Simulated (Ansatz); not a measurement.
Zr3H (slab)

```
CELL_PARAMETERS angstrom
3.12329 0.00000 0.00000
0.00000 3.12329 0.00000
0.00000 0.00000 21.17391
ATOMIC_POSITIONS crystal
Zr 0.50000 0.50000 0.18891
Zr 0.00000 0.00000 0.28748
Zr 0.50000 0.50000 0.38604
H 0.50000 0.50000 0.56598
```

Not relaxed (largest force 0.5 eV/Å); computed without spin polarisation.

Theory: Ansatz 0.2.0, DFT LDA, scalar-relativistic, plane waves, PAW.

What can the converged valence pseudo-density and electron localisation function tell about the bonding?

H–H (3.12 Å): ρ is about 0.02 e/Å³ halfway; the ELF is about 0.10 at the midpoint.
Zr–Zr (3.12 Å): ρ at the midpoint is about 0.19 e/Å³; the ELF is about 0.25 at the midpoint: no shared electron pair shows on this line.

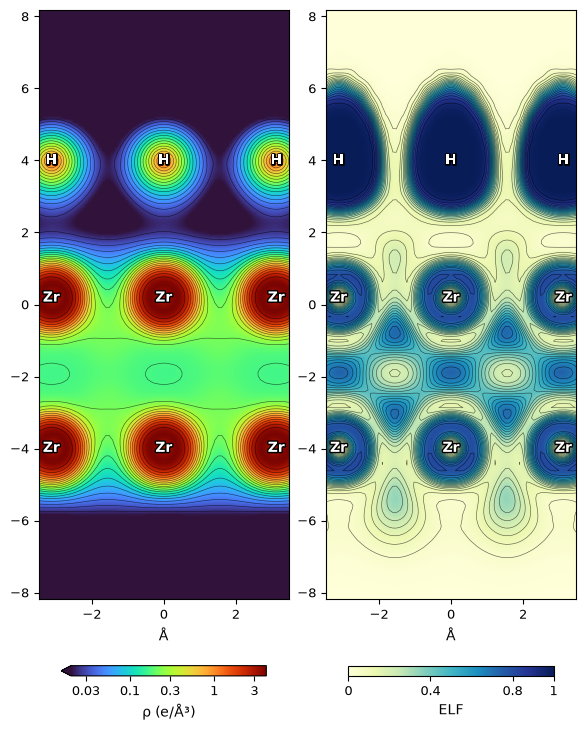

Computed valence pseudo-density and electron localisation function on the (010) plane of the calculation cell, a cut from vacuum to vacuum, in this order. 

In a PAW calculation such maps are meaningful between the atoms, not at the nuclei.
